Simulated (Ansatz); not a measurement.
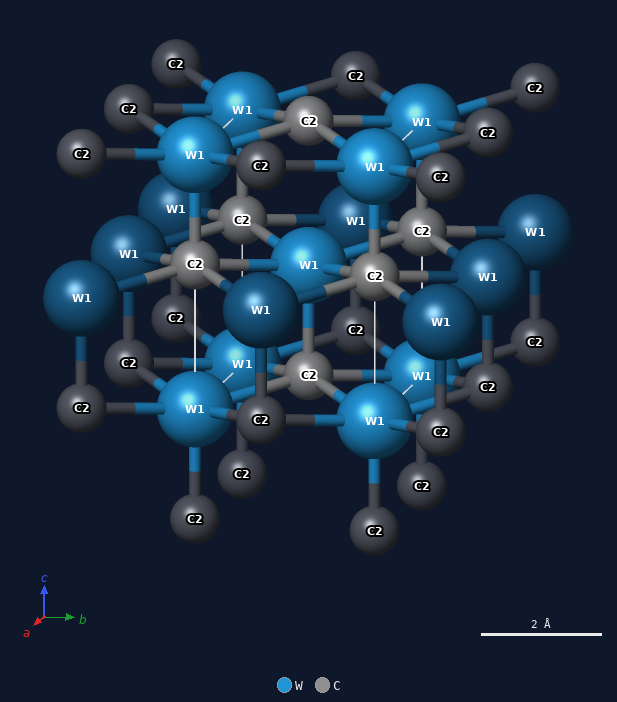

Fig. 1: The structure as given in the input (ball-and-stick view of the cell 2 times as large as that of the calculation, set on its symmetry axes, seen slightly off an axis; neighbours outside the cell are drawn fainter; atoms are numbered from 1 in the order of the input). An atom can appear more than once, as a periodic image.

**Single-point calculation, with input and output: WC**

WC (2 atoms in the cell), computed with DFT PBEsol, scalar-relativistic, plane waves, PAW, no spin polarisation (Ansatz 0.2.0).

The structure derives from a Materials Project entry. It belongs to a series of runs on one base structure; here: atom 2 (C) moved by (+0.000, -0.300) A along [1 1 0] and z. Figures and captions count atoms from 1; the log counts them from 0 in places.

The input:
```yaml
crystal:
  lattice:
    - [0.0, 2.192684, 2.192684]
    - [2.192684, 0.0, 2.192684]
    - [2.192684, 2.192684, 0.0]
  atoms:
    - { symbol: W, position: [0.0, 0.0, 0.0] }
    - { symbol: C, position: [0.4315906898, 0.4315906898, 0.5684093102] }
basis:
  ecutwfc: 420
kpoints:
  mp_grid: { grid: [18, 18, 18] }
hamiltonian:
  xc: pbesol
scf:
  occupations: { method: gaussian, width: 0.15 }
output:
  forces: true
  stress: true
  eigenvalues: true
  write_density: true
  write_potential: true
  elf: true
  volumetric_format: npy
```

Machine: 1 thread of AMD EPYC (Zen 5), 32 GiB of memory available, shared host.

Run as:
```bash
ansatz run input.yaml --threads 1 --pin off --max-ram 2560MiB --backend cpu --events-out ev --progress --plain --runs-dir out
```

What the program printed:
```
Engine: ansatz 0.2.0, x86_64-unknown-linux-gnu
Pseudopotentials: kind: paw
Pseudopotential: W, paw, valence charge 14, recommended cutoff 420 eV (normal), W.paw.azcp
Pseudopotential: C, paw, valence charge 4, recommended cutoff 420 eV (normal), C.paw.azcp
Functional definition: PBEsol
  exchange = pbesol_x
  correlation = pbesol_c
Crystal: 2 atoms, lattice volume = 21.084 Å³
Basis set: ecut = 420 eV, 411 PW (Γ), exchange–correlation on 48×48×48 points (8 copies of the dense FFT grid, shifted against one another)
Bands: 13, of which v1, the nominal top of the filled ones, is band 9 counted from 1 (8 counted from 0)
Symmetry: 8 space group operations
Space group: I4mm (ITA 107), of the structure as read, at distance tolerance 2.8e-5 Å
k-points: 480 of 5832 (time reversal used)
Non-local potential: W, projectors of the file, l = 0: 3, l = 1: 2, l = 2: 2, l = 3: 1
Non-local potential: C, projectors of the file, l = 0: 2, l = 1: 2, l = 2: 1
PAW form: soft (Blöchl's): semilocal exchange-correlation on the pseudo side does not see the compensation charge
PAW frozen core: W, regenerated for the run's functional, and the local potential with it (the file was generated under x = pbe(κ = 0.804, μ = 0.2195149727645171), c = pbe(β = 0.06672455060314922))
PAW frozen core: C, regenerated for the run's functional, and the local potential with it (the file was generated under x = pbe(κ = 0.804, μ = 0.2195149727645171), c = pbe(β = 0.06672455060314922))
PAW one-centre angular grid: W, 590 points (default); XC on 64 Gauss nodes
PAW one-centre angular grid: C, 110 points (default); XC on 64 Gauss nodes
Initial density: superposition of atomic densities (neutral atoms: chi_scale 0, normalization atom), corrected by the library's trained network
Initial wavefunctions: pseudopotential atomic-orbital guess
Functional: x = pbesol(κ = 0.804, μ = 0.12345679012345678), c = pbesol(β = 0.046)
SCF iter   1: F=—  HF=-10502.436750 eV  |F-HF|=—  |Δ(HF+E_count)|=         —  Δρ=9.80e-3  dr2=1.79e-2  ethr=1.77e-3  ⟨swp⟩=5.1  Hψ=30200  notcnv=0
preconditioner: auto → none  [metal: Δε(μ)=0.005 eV  Ē_g=9.857 eV  σ=0.150 eV  W_gap=0.02  n_scr=8 (ndim 8)  ℏωp=25.6 eV  f_vac=0.000  D(μ)=0.84/eV (n_scr^D=8)  sad-step TF]
SCF iter   2: F=—  HF=-10502.434766 eV  |F-HF|=—  |Δ(HF+E_count)|=   1.98e-3  Δρ=6.11e-3  dr2=7.65e-3  ethr=9.97e-5  ⟨swp⟩=1.0  Hψ=10080  notcnv=0
SCF iter   3: F=—  HF=-10502.433125 eV  |F-HF|=—  |Δ(HF+E_count)|=   1.64e-3  Δρ=5.83e-4  dr2=4.93e-5  ethr=4.25e-5  ⟨swp⟩=2.1  Hψ=8099  notcnv=0
SCF iter   4: F=—  HF=-10502.433103 eV  |F-HF|=—  |Δ(HF+E_count)|=   2.13e-5  Δρ=1.39e-4  dr2=2.37e-6  ethr=2.74e-7  ⟨swp⟩=2.0  Hψ=10081  notcnv=0
SCF iter   5: F=—  HF=-10502.433103 eV  |F-HF|=—  |Δ(HF+E_count)|=   3.24e-7  Δρ=3.20e-5  dr2=1.21e-7  ethr=1.32e-8  ⟨swp⟩=2.4  Hψ=9327  notcnv=0
SCF iter   6: F=-10502.433103 eV  HF=-10502.433103 eV  |F-HF|=2.15e-9  |Δ(HF+E_count)|=   1.70e-8  Δρ=5.78e-6  dr2=4.03e-9  ethr=5.56e-10  ⟨swp⟩=9.0  Hψ=40812  notcnv=0
SCF 1 converged in 6 iterations: F = -10502.433103 eV  dr2 = 4.03e-9
  greatest PAW one-centre occupation: 1.000 electrons in one spin orbital (limit 2), on the W atom at site 0 (counted from 0), in its partial waves of l = 0
SCF converged after 6 iterations
Free energy (F): -10502.433103 eV
Harris-Foulkes:  -10502.433103 eV  (|F-HF|=2.15e-9)
Internal energy: -10502.423683 eV  (E = F + TS)
E sigma→0 (E₀):  -10502.428393 eV
Entropy (-TS):   -0.009420 eV (-4.710 meV/atom)
Fermi energy:    21.410249 eV
--- Per-component energies (eV) ---
  E_band       = -64.259914
  E_kinetic    = 543.526181
  E_local      = -679.852362  (includes V_loc(G=0)·N_el)
  E_nonlocal   = 30.008012
  E_hartree    = 237.908998
  E_xc         = -314.312797
  E_vxc        = -299.773213  (∫ρ·V_xc dr)
  E_paw        = -8531.408877  (= ΣΔE_a)
  E_vpaw       = -133.985213  (= ΣTr[D̂ρ^β])
  E_aug_tail   = -0.000059  (compensation charges beyond the density's cutoff)
  E_ewald      = -1788.535671
  E_core_change = 0.242893  (= ΣΔE_core)
  E_smearing   = -0.009420  (= −TS)
  E_closure    = 0.000000  (closes the sum)
  Σ components = -10502.433103   (vs F -10502.433103, Δ=0.00e0)
--- Forces (eV/Å), atoms counted from 1 ---
  atom   1  W     -0.00000000     0.00000000    -3.27996589
  atom   2  C      0.00000000     0.00000000     3.27993514
  max |Σ_I F_I| component: 3.08e-5 eV/Å
--- Stress (GPa, compression-positive) ---
      -10.765705       0.000000       0.000000
        0.000000     -10.765705       0.000000
        0.000000       0.000000      37.446176
  P = ⅓ Tr σ = 5.3049 GPa (53.049 kbar)
--- Band table (eV; the first three rows and the last of 480) ---
  k-point 0: bands = ["-53.6027", "-17.7619", "-17.6354", "-17.6354", "5.8858", "17.4789", "17.4789", "17.9107", "18.9402", "20.7287", "22.2605", "22.2605", "24.1205"]
  k-point 1: bands = ["-53.6015", "-17.7705", "-17.6480", "-17.6376", "5.9728", "17.1586", "17.4410", "18.0341", "18.9526", "20.4082", "22.0562", "22.7836", "24.4755"]
  k-point 2: bands = ["-53.5982", "-17.8015", "-17.6776", "-17.6438", "6.2285", "16.5699", "17.2814", "17.9825", "19.0633", "20.0403", "21.7605", "23.7962", "25.2570"]
  k-point 479: bands = ["-53.5515", "-18.3196", "-17.8541", "-17.8541", "8.2143", "15.8434", "16.2942", "19.1097", "19.1097", "22.6129", "23.8219", "23.8219", "25.0725"]
```

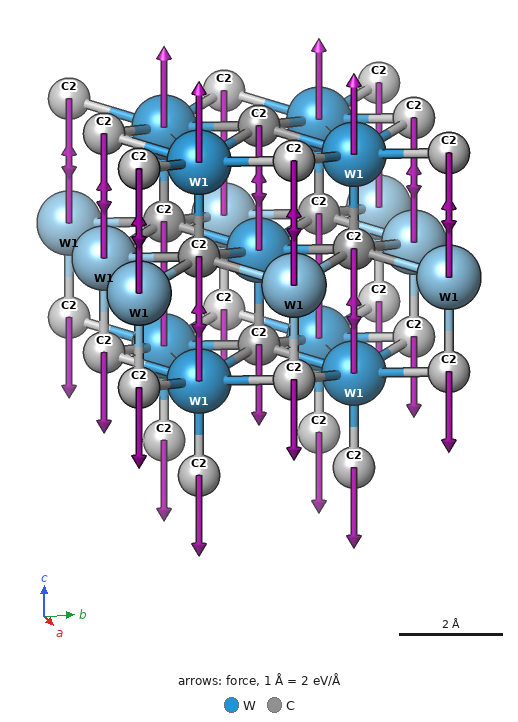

Fig. 2: Forces on the atoms as pink arrows (ball-and-stick view of the cell 2 times as large as that of the calculation, set on its symmetry axes, seen slightly off an axis; neighbours outside the cell are drawn fainter; atoms are numbered from 1 in the order of the input). The largest act on W1 (3.28 eV/Å); C2 (3.28 eV/Å). The geometry is not a stationary point of this energy.

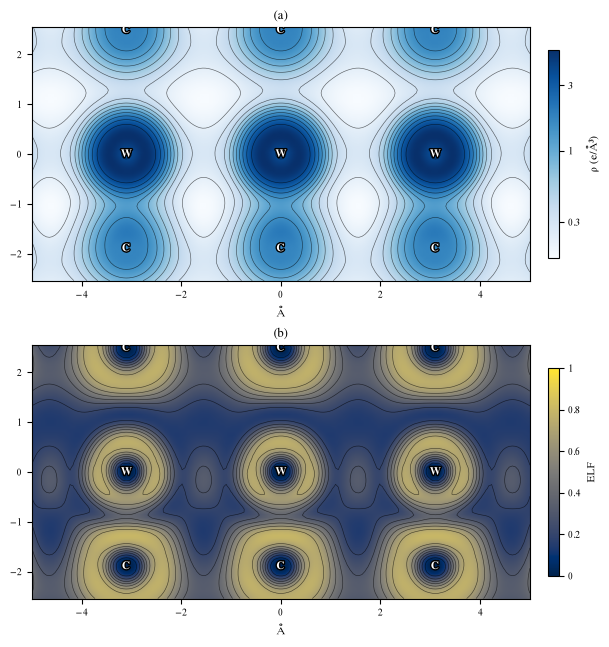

Fig. 3: (a) valence charge density (pseudo); (b) electron localisation function on the (100) plane of the conventional cell. Atoms in the plane: W and C. W–C (1.89 Å): ρ at the midpoint is about 1.3 e/Å³; the ELF is about 0.40 at the midpoint. Away from the nuclei the density in this plane falls to 0.16 e/Å³ at its lowest. The strong features right at W lie inside the PAW spheres (semicore, d or f shells) and say nothing about bonding. Core electrons are frozen (PAW), so the fields are smoothed inside the atomic spheres.

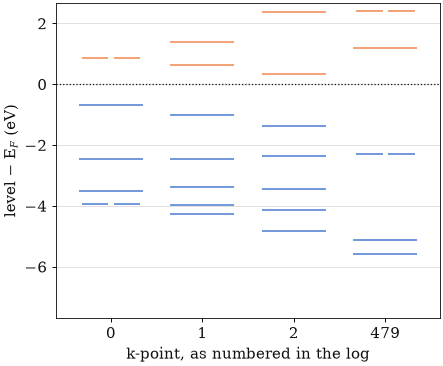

Fig. 4: Kohn–Sham levels near the Fermi level (dotted) at the few k-points that the log prints; levels within 0.02 eV of each other stand side by side. The system is metallic on the full mesh.

Results in brief:

```csv
quantity,value
outcome,converged
space group (tolerance 0.01 Å),I4mm (107)
electrons treated,18
free energy,−10502.4331 eV
Fermi energy,21.410 eV
gap on the k-point mesh,none (metallic)
pressure,5.30 GPa
largest force (length of the vector),3.280 eV/Å
wall time,6.7 s
peak memory,0.49 GiB
```

Remarks:

Spin–orbit coupling is left out, which matters for W.
